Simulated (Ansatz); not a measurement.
Run report: AlP, geometry relaxation

The run: geometry relaxation of AlP (2 atoms in the cell). Method and program: DFT, PBEsol, plane waves, PAW, no spin polarisation (Ansatz 0.2.0).

The structure derives from an entry of the Crystallography Open Database. The geometry comes from this level: PBE. Figures and captions count atoms from 1; the log counts them from 0 in places.

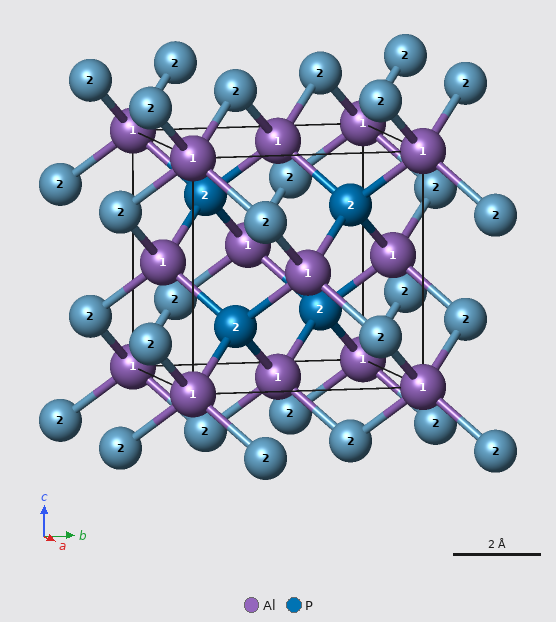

Figure 1. The input geometry (ball-and-stick view of the cell 4 times as large as that of the calculation, set on its symmetry axes, seen slightly off an axis; neighbours outside the cell are drawn fainter; atoms are numbered from 1 in the order of the input). Near neighbours in the crystal (not all of them lie inside the picture): Al has 4 P at 2.38 Å; P has 4 Al at 2.38 Å.

Input file:
```yaml
crystal:
  lattice:
    - [0.0, 2.7534005604, 2.7534005604]
    - [2.7534005604, 0.0, 2.7534005604]
    - [2.7534005604, 2.7534005604, 0.0]
  atoms:
    - { symbol: Al, position: [0.0, 0.0, 0.0] }
    - { symbol: P, position: [0.25, 0.25, 0.25] }
kpoints:
  mp_grid: { grid: [8, 8, 8] }
hamiltonian:
  xc: pbesol
scf:
  occupations: { method: fermi_dirac, width: 0.02 }
relax:
  f_tol: 0.005
  cell: {}
output:
  write_density: true
  write_potential: true
  elf: true
  volumetric_format: npy
```

Launch command:
```bash
ansatz run input.yaml --threads 2 --pin off --max-ram 2211MiB --backend cpu --events-out ev --progress --plain --runs-dir out
```

Output:
```
Engine: ansatz 0.2.0, aarch64-unknown-linux-gnu
Pseudopotentials: kind: paw
Pseudopotential: Al, paw, valence charge 3, recommended cutoff 420 eV (normal), Al.paw.azcp
Pseudopotential: P, paw, valence charge 5, recommended cutoff 420 eV (normal), P.paw.azcp
Functional definition: PBEsol
  exchange = pbesol_x
  correlation = pbesol_c
Crystal: 2 atoms, lattice volume = 41.748 Å³
Basis set: ecut = 420 eV, 869 PW (Γ), exchange–correlation on 54×54×54 points (8 copies of the dense FFT grid, shifted against one another)
Bands: 8, of which v1, the nominal top of the filled ones, is band 4 counted from 1 (3 counted from 0)
Symmetry: 24 space group operations
Space group: F-43m (ITA 216), of the structure as read, at distance tolerance 3.5e-5 Å
k-points: 29 of 512 (time reversal used)
Non-local potential: Al, projectors of the file, l = 0: 2, l = 1: 2, l = 2: 1
Non-local potential: P, projectors of the file, l = 0: 2, l = 1: 2, l = 2: 2
PAW form: soft (Blöchl's): semilocal exchange-correlation on the pseudo side does not see the compensation charge
PAW frozen core: Al, regenerated for the run's functional, and the local potential with it (the file was generated under x = pbe(κ = 0.804, μ = 0.2195149727645171), c = pbe(β = 0.06672455060314922))
PAW frozen core: P, regenerated for the run's functional, and the local potential with it (the file was generated under x = pbe(κ = 0.804, μ = 0.2195149727645171), c = pbe(β = 0.06672455060314922))
PAW one-centre angular grid: Al, 110 points (default); XC on 64 Gauss nodes
PAW one-centre angular grid: P, 110 points (default); XC on 64 Gauss nodes
Initial density: superposition of atomic densities (neutral atoms: chi_scale 0, normalization atom), corrected by the library's trained network
Initial wavefunctions: pseudopotential atomic-orbital guess
Functional: x = pbesol(κ = 0.804, μ = 0.12345679012345678), c = pbesol(β = 0.046)
SCF iter   1: F=—  HF=-1265.732897 eV  |F-HF|=—  |Δ(HF+E_count)|=         —  Δρ=3.65e-3  dr2=1.01e-2  ethr=1.77e-3  ⟨swp⟩=6.3  Hψ=2223  notcnv=0
preconditioner: auto → none  [insulator: Δε(μ)=1.431 eV  Ē_g=9.768 eV  σ=0.020 eV  W_gap=1.00  n_scr=8 (ndim 8)  ℏωp=16.3 eV  f_vac=0.000  D(μ)=0.00/eV (n_scr^D=0)  ε∞_Penn≈3.8]
SCF iter   2: F=—  HF=-1265.730165 eV  |F-HF|=—  |Δ(HF+E_count)|=   2.73e-3  Δρ=1.07e-3  dr2=4.95e-4  ethr=1.26e-4  ⟨swp⟩=2.9  Hψ=670  notcnv=0
SCF iter   3: F=—  HF=-1265.730170 eV  |F-HF|=—  |Δ(HF+E_count)|=   4.64e-6  Δρ=4.04e-4  dr2=6.82e-5  ethr=6.19e-6  ⟨swp⟩=2.2  Hψ=310  notcnv=0
SCF iter   4: F=—  HF=-1265.730168 eV  |F-HF|=—  |Δ(HF+E_count)|=   1.70e-6  Δρ=5.92e-5  dr2=8.67e-7  ethr=8.52e-7  ⟨swp⟩=2.2  Hψ=334  notcnv=0
iter 5 did not close the SCF: its close was put off for the readings that it lacked (scf_convergence_deferred on its scf_iter line)
SCF iter   5: F=-1265.730169 eV  HF=-1265.730169 eV  |F-HF|=1.96e-9  |Δ(HF+E_count)|=   5.53e-7  Δρ=3.32e-6  dr2=4.06e-9  ethr=1.08e-8  ⟨swp⟩=2.6  Hψ=350  notcnv=0
SCF iter   6: F=-1265.730169 eV  HF=-1265.730169 eV  |F-HF|=3.50e-11  |Δ(HF+E_count)|=   3.44e-9  Δρ=4.85e-7  dr2=1.09e-10  ethr=5.08e-11  ⟨swp⟩=6.0  Hψ=1204  notcnv=0
SCF 1 converged in 6 iterations: F = -1265.730169 eV  dr2 = 1.09e-10
  greatest PAW one-centre occupation: 0.777 electrons in one spin orbital (limit 2), on the P atom at site 1 (counted from 0), in its partial waves of l = 0
relax step   1: F+E_penalty+E_count = -1265.73016865 eV  Δ(F+E_penalty+E_count) = +0.000e0 eV  max|allowed force component| = 1.943e-16 eV/Å  Δτ_max = 0.0000 Å  P = -1.655 GPa  Ω = 41.748 Å³  (6 SCF iters, dr2 threshold 1.00e-7 eV, accepted)
Crystal: 2 atoms, lattice volume = 41.119 Å³
Basis set: ecut = 420 eV, 821 PW (Γ), exchange–correlation on 54×54×54 points (8 copies of the dense FFT grid, shifted against one another)
Initial density: handed on by an earlier stage of this run
Initial wavefunctions: those handed on with the density
iter 1 solved again at ethr=5.68e-6 eV; its pass at ethr=3.10e-3 eV (dr2=4.54e-4 eV) is discarded
SCF iter   1: F=—  HF=-1265.734527 eV  |F-HF|=—  |Δ(HF+E_count)|=         —  Δρ=8.22e-4  dr2=4.60e-4  ethr=5.68e-6  ⟨swp⟩=2.2  Hψ=2313  notcnv=0
preconditioner: auto → none  [insulator: Δε(μ)=1.474 eV  Ē_g=9.871 eV  σ=0.020 eV  W_gap=1.00  n_scr=8 (ndim 8)  ℏωp=16.4 eV  f_vac=0.000  D(μ)=0.00/eV (n_scr^D=0)  ε∞_Penn≈3.8]
SCF iter   2: F=—  HF=-1265.734374 eV  |F-HF|=—  |Δ(HF+E_count)|=   1.53e-4  Δρ=2.87e-4  dr2=3.70e-5  ethr=5.68e-6  ⟨swp⟩=2.2  Hψ=350  notcnv=0
SCF iter   3: F=—  HF=-1265.734351 eV  |F-HF|=—  |Δ(HF+E_count)|=   2.31e-5  Δρ=7.68e-5  dr2=3.14e-6  ethr=4.62e-7  ⟨swp⟩=2.0  Hψ=315  notcnv=0
SCF iter   4: F=-1265.734350 eV  HF=-1265.734350 eV  |F-HF|=1.31e-8  |Δ(HF+E_count)|=   5.39e-7  Δρ=1.64e-5  dr2=8.05e-8  ethr=2.50e-9  ⟨swp⟩=9.1  Hψ=1647  notcnv=0
SCF 2 converged in 4 iterations: F = -1265.734350 eV  dr2 = 8.05e-8
  greatest PAW one-centre occupation: 0.778 electrons in one spin orbital (limit 2), on the P atom at site 1 (counted from 0), in its partial waves of l = 0
relax step   2: F+E_penalty+E_count = -1265.73435003 eV  Δ(F+E_penalty+E_count) = -4.181e-3 eV  max|allowed force component| = 2.776e-17 eV/Å  Δτ_max = 0.0000 Å  P = -0.395 GPa  Ω = 41.119 Å³  energy of the carried Pulay correction = +1.245e-4 eV  (4 SCF iters, dr2 threshold 2.00e-7 eV, accepted)
Crystal: 2 atoms, lattice volume = 40.926 Å³
iter 1 solved again at ethr=5.62e-7 eV; its pass at ethr=3.10e-3 eV (dr2=4.49e-5 eV) is discarded
SCF iter   1: F=—  HF=-1265.734649 eV  |F-HF|=—  |Δ(HF+E_count)|=         —  Δρ=2.58e-4  dr2=4.54e-5  ethr=5.62e-7  ⟨swp⟩=2.2  Hψ=2207  notcnv=0
preconditioner: auto → none  [insulator: Δε(μ)=1.456 eV  Ē_g=9.891 eV  σ=0.020 eV  W_gap=1.00  n_scr=8 (ndim 8)  ℏωp=16.4 eV  f_vac=0.000  D(μ)=0.00/eV (n_scr^D=0)  ε∞_Penn≈3.8]
SCF iter   2: F=—  HF=-1265.734623 eV  |F-HF|=—  |Δ(HF+E_count)|=   2.63e-5  Δρ=9.31e-5  dr2=3.81e-6  ethr=5.62e-7  ⟨swp⟩=2.1  Hψ=350  notcnv=0
SCF iter   3: F=—  HF=-1265.734622 eV  |F-HF|=—  |Δ(HF+E_count)|=   1.02e-6  Δρ=2.54e-5  dr2=3.38e-7  ethr=4.76e-8  ⟨swp⟩=2.1  Hψ=317  notcnv=0
SCF iter   4: F=-1265.734622 eV  HF=-1265.734622 eV  |F-HF|=2.22e-9  |Δ(HF+E_count)|=   3.75e-8  Δρ=5.37e-6  dr2=8.36e-9  ethr=2.50e-9  ⟨swp⟩=8.8  Hψ=1190  notcnv=0
SCF 3 converged in 4 iterations: F = -1265.734622 eV  dr2 = 8.36e-9
relax step   3: F+E_penalty+E_count = -1265.73462157 eV  Δ(F+E_penalty+E_count) = -2.715e-4 eV  max|allowed force component| = 3.585e-17 eV/Å  Δτ_max = 0.0000 Å  P = +0.012 GPa  Ω = 40.926 Å³  energy of the carried Pulay correction = +1.632e-4 eV  (4 SCF iters, dr2 threshold 2.00e-7 eV, accepted)
Initial wavefunctions: pseudopotential atomic-orbital guess (no wavefunctions were taken with the density)
iter 1 solved again at ethr=1.26e-7 eV; its pass at ethr=3.10e-3 eV (dr2=1.01e-5 eV) is discarded
SCF iter   1: F=—  HF=-1265.734485 eV  |F-HF|=—  |Δ(HF+E_count)|=         —  Δρ=1.50e-5  dr2=1.66e-8  ethr=1.26e-7  ⟨swp⟩=3.2  Hψ=3003  notcnv=0
preconditioner: auto → none  [insulator: Δε(μ)=1.452 eV  Ē_g=9.889 eV  σ=0.020 eV  W_gap=1.00  n_scr=8 (ndim 8)  ℏωp=16.4 eV  f_vac=0.000  D(μ)=0.00/eV (n_scr^D=0)  ε∞_Penn≈3.8]
SCF iter   2: F=—  HF=-1265.734473 eV  |F-HF|=—  |Δ(HF+E_count)|=   1.17e-5  Δρ=7.43e-6  dr2=4.06e-9  ethr=2.07e-10  ⟨swp⟩=2.5  Hψ=384  notcnv=0
SCF iter   3: F=—  HF=-1265.734473 eV  |F-HF|=—  |Δ(HF+E_count)|=   1.99e-8  Δρ=6.58e-7  dr2=1.98e-10  ethr=5.07e-11  ⟨swp⟩=2.2  Hψ=346  notcnv=0
SCF iter   4: F=-1265.734473 eV  HF=-1265.734473 eV  |F-HF|=1.59e-12  |Δ(HF+E_count)|=  4.05e-11  Δρ=2.38e-7  dr2=1.94e-11  ethr=1.00e-12  ⟨swp⟩=5.7  Hψ=1384  notcnv=0
SCF 4 converged in 4 iterations: F = -1265.734473 eV  dr2 = 1.94e-11
relax step   4: F+E_penalty+E_count = -1265.73447326 eV  Δ(F+E_penalty+E_count) = +1.483e-4 eV  max|allowed force component| = 2.660e-17 eV/Å  Δτ_max = 0.0000 Å  P = +0.005 GPa  Ω = 40.926 Å³  stress off target by 5.48e-3 GPa  SCF on the basis re-selected at this cell (its energy is not comparable with the rows above)  (4 SCF iters)
```

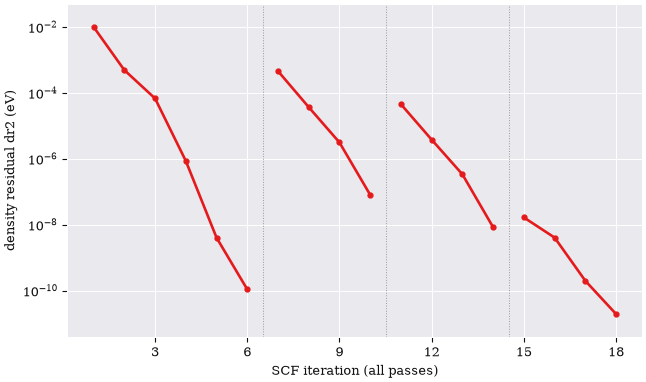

Figure 2. Convergence of the self-consistent field: density residual dr2 against the SCF iteration. The dotted lines part the SCF passes of the relaxation: geometry steps, rejected trials and re-solves on a re-selected basis. The passes take 6, 4, 4 and 4 iterations.

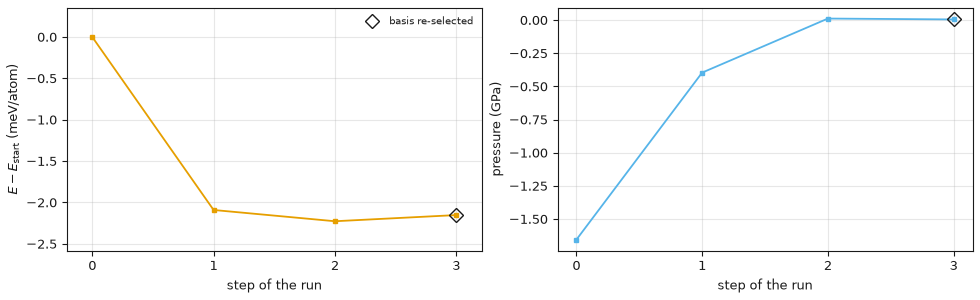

Figure 3. Progress of the relaxation, step by step (the first geometry is step 0 here and step 1 in the log).

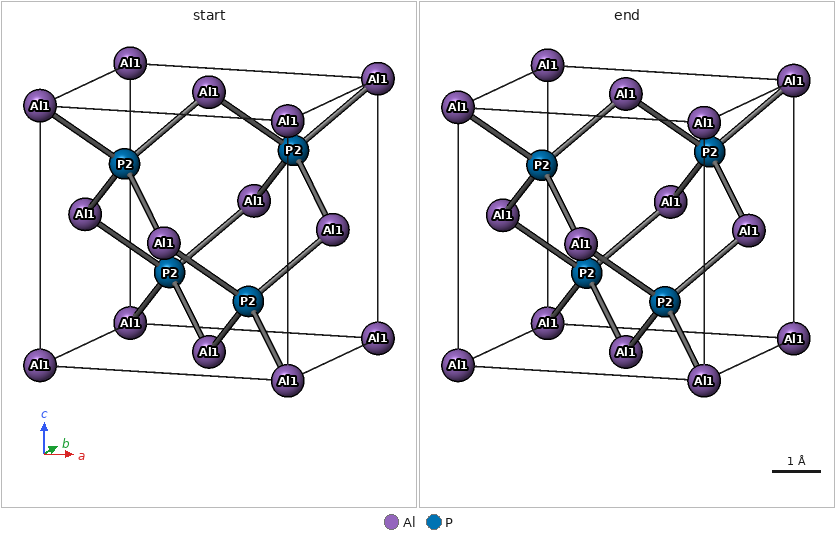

Figure 4. Before (left) and after (right) the relaxation, at one scale (ball-and-stick view of the cell 4 times as large as that of the calculation, set on its symmetry axes, seen slightly off an axis). After 2 geometry steps the energy has fallen by 2.2 meV per atom. All forces vanish by symmetry, so only the cell relaxes. The pressure goes from −1.66 to 0.01 GPa. No atom moves by more than 0.005 Å relative to the cell. The volume changes by −2.0 %, with a = b = c 5.507 → 5.470 Å (−0.7 %). Among the contacts that change: Al1–P2 2.385 → 2.369 Å. The space group stays F-43m (No. 216). A last SCF at the same geometry on a re-selected plane-wave basis shifts the energy by +0.1 meV per atom. (Atoms are counted from 1 in the order of the input.)

```
basis re-selected at this cell: Δ(F+E_penalty+E_count) = +1.483e-4 eV, ΔP = -0.007 GPa vs the last step (what re-selecting the basis moved, of the pressure what is left beyond the Pulay correction that the steps carried, after the strain that the cell walked since its last selection, with what the two solves' SCF thresholds leave and, on support functions, any second-order correction that the steps lacked; it is no measure of the basis error at this ecutwfc). This SCF's stress stands 5.48e-3 GPa from its target on what of the cell is left free (relax.cell.stress_tol is 5.00e-2 GPa) and its largest allowed force component is 2.66e-17 eV/Å (relax.f_tol is 5.00e-3 eV/Å): within both
SCF converged after 4 iterations
Free energy (F): -1265.734473 eV
Harris-Foulkes:  -1265.734473 eV  (|F-HF|=1.59e-12)
Internal energy: -1265.734473 eV  (E = F + TS)
E sigma→0 (E₀):  -1265.734473 eV
Fermi energy:    5.663540 eV
--- Per-component energies (eV) ---
  E_band       = 3.907725
  E_kinetic    = 93.501198
  E_local      = -82.479136  (includes V_loc(G=0)·N_el)
  E_nonlocal   = 44.857964
  E_hartree    = 24.694618
  E_xc         = -100.476504
  E_vxc        = -89.931687  (∫ρ·V_xc dr)
  E_paw        = -1009.066878  (= ΣΔE_a)
  E_vpaw       = -11.429830  (= ΣTr[D̂ρ^β])
  E_aug_tail   = 0.000001  (compensation charges beyond the density's cutoff)
  E_ewald      = -236.830972
  E_core_change = 0.065235  (= ΣΔE_core)
  E_smearing   = -0.000000  (= −TS)
  E_closure    = 0.000000  (closes the sum)
  Σ components = -1265.734473   (vs F -1265.734473, Δ=0.00e0)
--- Forces (eV/Å), atoms counted from 1 ---
  atom   1  Al    -0.00000000    -0.00000000     0.00000000
  atom   2  P     -0.00000000    -0.00000000    -0.00000000
  max |Σ_I F_I| component: 4.39e-17 eV/Å
--- Stress (GPa, compression-positive) ---
        0.005476      -0.000000       0.000000
       -0.000000       0.005476       0.000000
       -0.000000       0.000000       0.005476
  P = ⅓ Tr σ = 0.0055 GPa (0.055 kbar)
--- Band table (eV; the first three rows and the last of 29) ---
  k-point 0: bands = ["-6.5520", "4.9373", "4.9373", "4.9373", "8.0865", "9.4336", "9.4336", "9.4336"]
  k-point 1: bands = ["-6.3797", "3.6982", "4.7886", "4.7886", "8.5298", "9.7160", "9.7160", "9.9319"]
  k-point 2: bands = ["-5.8945", "1.7433", "4.4942", "4.4942", "8.1577", "10.0154", "10.0154", "11.7366"]
  k-point 28: bands = ["-4.1574", "0.0156", "1.7392", "2.0971", "9.1504", "10.8075", "10.9635", "11.2075"]
--- Relaxed structure (3 steps of the walk, 3 accepted, 1 SCFs on fresh bases) ---
  F+E_penalty+E_count = -1265.73447326 eV   max|allowed force component| = 2.660e-17 eV/Å   (the final SCF, on the basis selected at the relaxed cell)
  cell:  # Å, volume = 40.9258 Å³
    - [6.878752244409048e-34, 2.7352007596676313, 2.7352007596676318]
    - [2.7352007596676313, 4.178205066974383e-33, 2.7352007596676318]
    - [2.7352007596676313, 2.7352007596676313, 6.139923299639186e-33]
  atoms:
    - { symbol: Al, position: [-5.165901145906478e-34, 5.981953231014412e-34, 8.663267224940482e-34] }
    - { symbol: P, position: [0.25, 0.25, 0.24999999999999994] }
```

File v_z.tsv:
```
# z_ang	v_es[eV]	v_tot[eV]
# format = ansatz-planar-average/11
# xc	pbesol
# density_cutoff_ev	1680
# datasets	Al=:simpson_from_first_knot:soft:shift=-732380	P=:simpson_from_first_knot:soft:shift=-560312
# lattice	0.000000000	2.735200760	2.735200760
# lattice	2.735200760	0.000000000	2.735200760
# lattice	2.735200760	2.735200760	0.000000000
# sites	2
# site	13	0.000000000	0.000000000	0.000000000
# site	15	1.367600380	1.367600380	1.367600380
0.000000	9.470411e-1	-9.629992e0
0.143265	-1.961104e-1	-1.109623e1
0.286530	-1.615982e0	-1.272028e1
0.429795	-3.056836e0	-1.424986e1
0.573060	-4.187998e0	-1.537283e1
0.716326	-4.744185e0	-1.584758e1
0.859591	-4.627955e0	-1.561024e1
1.002856	-3.921140e0	-1.472678e1
1.146121	-2.780252e0	-1.329843e1
1.289386	-1.311372e0	-1.144560e1
1.432651	4.429923e-1	-9.266353e0
1.575916	2.382299e0	-6.901292e0
1.719181	4.281369e0	-4.592063e0
1.862446	5.872396e0	-2.601655e0
2.005712	6.979510e0	-1.129699e0
2.148977	7.606830e0	-1.968703e-1
2.292242	7.873381e0	3.102464e-1
2.435507	7.847412e0	4.410404e-1
2.578772	7.540734e0	2.127831e-1
2.722037	6.944270e0	-3.909912e-1
2.865302	6.082417e0	-1.362288e0
3.008567	5.087936e0	-2.535602e0
3.151832	4.151065e0	-3.768777e0
3.295098	3.396731e0	-5.013895e0
3.438363	2.815546e0	-6.193997e0
3.581628	2.306320e0	-7.293475e0
3.724893	1.740890e0	-8.395743e0
```

Trajectory as extended XYZ (Å, eV, eV/Å), 4 frames, from step=1 to step=4:
```
2
Lattice="0.0000 2.7534 2.7534 2.7534 0.0000 2.7534 2.7534 2.7534 0.0000" Properties=species:S:1:pos:R:3:forces:R:3 step=1 energy=-1265.73017 pressure_GPa=-1.66
Al    0.0000    0.0000    0.0000    0.0000   0.0000   0.0000
P     1.3767    1.3767    1.3767    0.0000   0.0000   0.0000
2
Lattice="0.0000 2.7395 2.7395 2.7395 0.0000 2.7395 2.7395 2.7395 0.0000" Properties=species:S:1:pos:R:3:forces:R:3 step=2 energy=-1265.73435 pressure_GPa=-0.40
Al    0.0000    0.0000    0.0000    0.0000   0.0000   0.0000
P     1.3698    1.3698    1.3698    0.0000   0.0000   0.0000
2
Lattice="0.0000 2.7352 2.7352 2.7352 0.0000 2.7352 2.7352 2.7352 0.0000" Properties=species:S:1:pos:R:3:forces:R:3 step=3 energy=-1265.73462 pressure_GPa=0.01
Al    0.0000    0.0000    0.0000    0.0000   0.0000   0.0000
P     1.3676    1.3676    1.3676    0.0000   0.0000   0.0000
2
Lattice="0.0000 2.7352 2.7352 2.7352 0.0000 2.7352 2.7352 2.7352 0.0000" Properties=species:S:1:pos:R:3:forces:R:3 step=4 energy=-1265.73447 pressure_GPa=0.01
Al    0.0000    0.0000    0.0000    0.0000   0.0000   0.0000
P     1.3676    1.3676    1.3676    0.0000   0.0000   0.0000
```

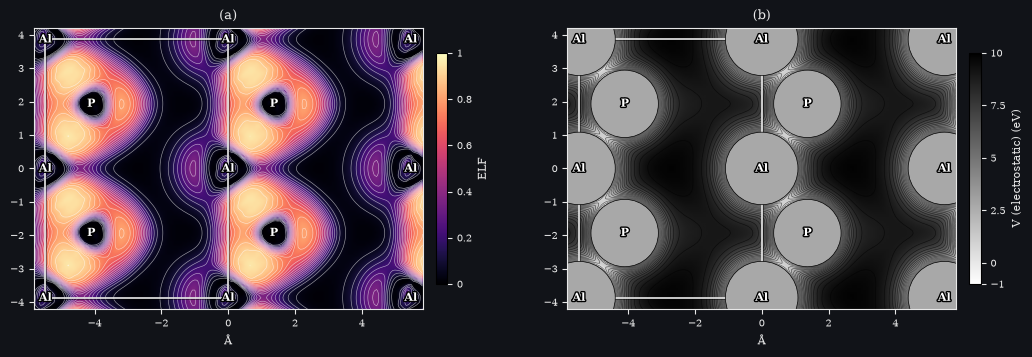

Figure 5. (a) electron localisation function; (b) electrostatic potential energy of an electron on the (110) plane of the conventional cell. Grey discs, where drawn, cover atomic cores. Atoms in the plane: Al and P. Outside the cores the potential energy rises away from the atoms and is highest about 2.4 Å from the nearest atoms; outside the discs it spans about 11 eV, and its zero is arbitrary. The fields are those of the smooth PAW valence density.

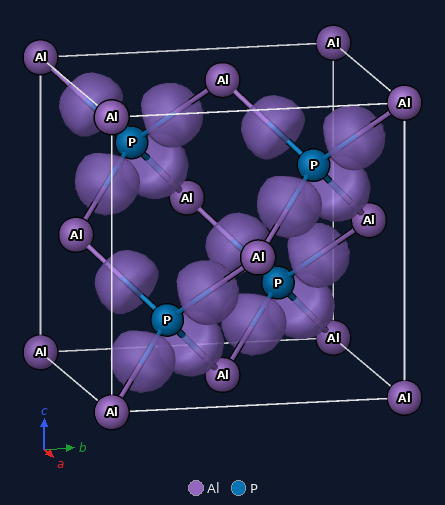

Figure 6. Isosurface of the ELF at 0.85 (purple), seen slightly off an axis. Core shells and regions of very low density are left out. Sticks mark near contacts. The outline is the cell set on symmetry axes. Values along the shortest contacts:

Summary:

| quantity | value |
| --- | --- |
| outcome | converged |
| space group (tolerance 0.01 Å) | F-43m (216) |
| electrons treated | 8 |
| free energy | −1265.7345 eV |
| Fermi energy | 5.664 eV |
| gap on the k-point mesh | 1.45 eV |
| pressure | 0.01 GPa |
| final volume | 40.93 Å³ |
| largest force (length of the vector) at the end | under 0.001 eV/Å |
| final cell | a = 3.868 Å, b = 3.868 Å, c = 3.868 Å, α = 60.00°, β = 60.00°, γ = 60.00° |
| hardware | 2 threads of an Arm (aarch64) CPU, shared host |
| wall time | 4.2 s (CPU time 8 s) |
| peak memory | 0.3 GiB |
